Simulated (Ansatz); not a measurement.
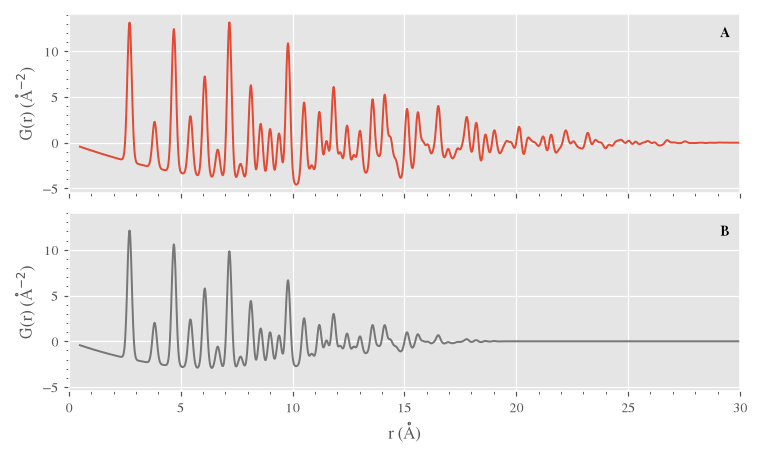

The curve is a calculated X-ray PDF: distances of the static structure, each pair weighted by the product of the atomic numbers (X-ray weights at Q = 0), broadened by Gaussians with σ = 0.10 Å, for spherical particles of V with the bulk structure: the bulk G(r) is multiplied by the envelope of a sphere of diameter D, 1 − 3r/2D + r³/2D³, with no surface relaxation. The number density is 0.0706 atoms per Å³. It is based on the input geometry of an electronic-structure calculation (not necessarily at equilibrium); the starting structure was generated, so it need not be a known form of this composition.

> The diameters are 20 and 30 Å. Which curve belongs to which?

curve A: 30 Å; curve B: 20 Å. The smaller the particle, the sooner the oscillations die out.
